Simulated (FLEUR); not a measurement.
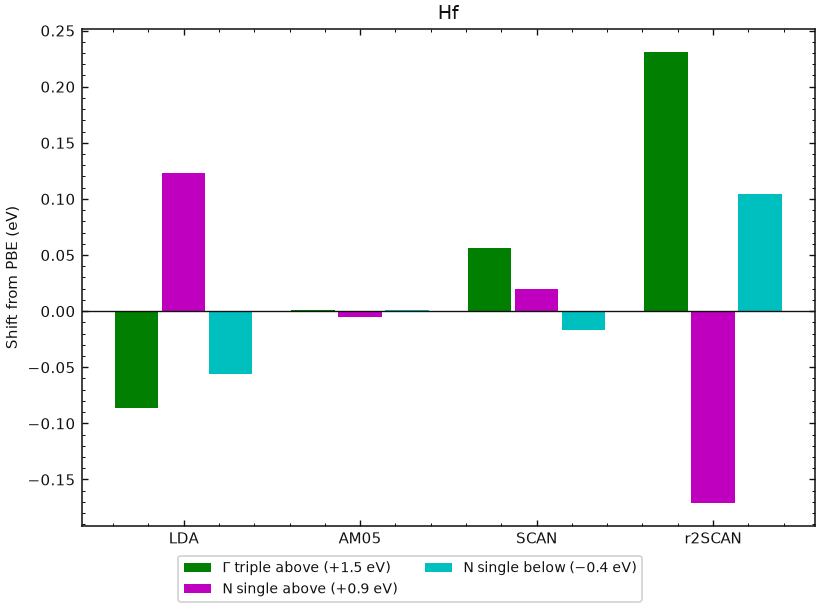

Levels near the Fermi level of bcc Hf, space group Im-3m (No. 229), 1 atom in the primitive cell (cubic a = 3.610 Å), a metal, by five methods on one cell, as shifts from PBE. Each level is counted from the Fermi level of its run and named by k point, degeneracy (spin aside) and side; the legend gives its PBE energy.

### Which method departs most from PBE, and how?

r2SCAN: it moves Γ triple above by +0.23 eV, N single above by −0.17 eV and N single below by +0.10 eV.

```
method  Γ triple above (eV)  N single above (eV)  N single below (eV)
   LDA                 1.39                 1.01                −0.48
  AM05                 1.48                 0.88                −0.42
   PBE                 1.48                 0.89                −0.42
  SCAN                 1.53                 0.91                −0.44
r2SCAN                 1.71                 0.71                −0.32
```

Settings. LDA: all-electron, 10×10×10 k mesh, Fermi-Dirac smearing of 0.05 eV (FLEUR MaX-R8.1 (later development tree)). AM05: all-electron, 10×10×10 k mesh, Fermi-Dirac smearing of 0.05 eV (FLEUR MaX-R8.1 (later development tree)). PBE: all-electron, 10×10×10 k mesh, Fermi-Dirac smearing of 0.05 eV (FLEUR MaX-R8.1 (later development tree)). SCAN: all-electron, 10×10×10 k mesh, Fermi-Dirac smearing of 0.05 eV (FLEUR MaX-R8.1 (later development tree)). r2SCAN: all-electron, 10×10×10 k mesh, Fermi-Dirac smearing of 0.05 eV (FLEUR MaX-R8.1 (later development tree)). No run carries moments or holds spin-orbit coupling.

Spin-orbit coupling is left out, which matters for Hf. With so many states at the Fermi level a magnetic or distorted state may lie lower. The k mesh is thin for a metal, so its Fermi level is uncertain. This isn't the form of Hf at room conditions, which is hcp. SCAN and r2SCAN: the meta-GGA is that of a development version, with a GGA for the radial functions and cores and without core tails. The Fermi levels are those of this mesh and smearing.
